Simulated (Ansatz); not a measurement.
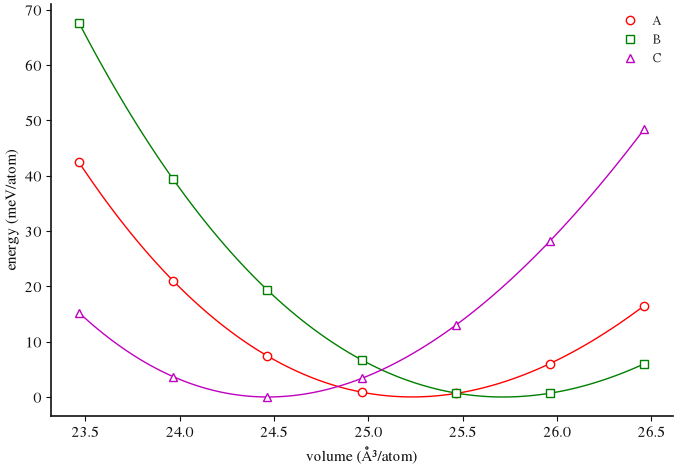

The plot gives the computed energy against volume, with one curve for each functional, for Te₂Mo (space group P6_3/mmc). The labels are replaced by letters. In alphabetical order the cases are: BLYP + D3(BJ); LDA; PBE.

How it was computed, with Ansatz 0.2.0: plane-wave DFT, no spin polarisation; energies at scaled volumes of the given cell, shape and fractions fixed, counted from the fit's minimum, third-order Birch-Murnaghan fit. All runs: no spin polarisation.

- k mesh: 9×9×2
- occupations: Fermi–Dirac
- smearing width: 0.05 eV

Which letter stands for which functional?

A: BLYP + D3(BJ); B: PBE; C: LDA.

Note: the functional was run on potentials made for another functional (BLYP + D3(BJ)); shape and atomic fractions are frozen while scaling, which makes layered, chain and framework solids too stiff.
